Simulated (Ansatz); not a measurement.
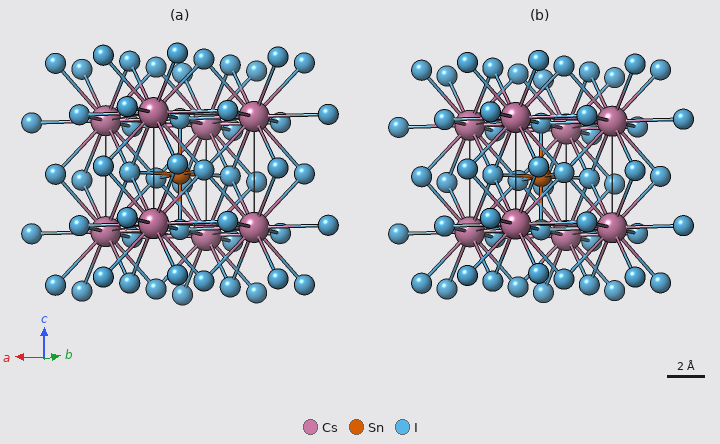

Left: solid CsSnI3 (set up in Pm-3m). Right: the same structure after one change, at the same scale. Style: ball-and-stick. Shown: the cell of the calculation, from a free direction.

The calculation used DFT PBEsol, scalar-relativistic, plane waves, PAW (Ansatz 0.2.0). Settings: plane-wave cutoff 420 eV; k-point mesh 6 × 6 × 6; occupations gaussian; smearing width 0.01 eV; no spin polarisation.

Question: Which change leads from the left to the right?

Answer: Equal strain along all axes, −4.0 %, is applied. Symmetry leaves the atoms no freedom, so this is a single point.

Question: What does the change do?

Answer: Among the bonded contacts that change: Cs–I 4.337 → 4.164 Å, I–Sn 3.067 → 2.944 Å. The space group stays Pm-3m (No. 221). The energy rises by 44.0 meV per atom. The pressure goes from 0.0 to 3.0 GPa. All forces vanish by symmetry.
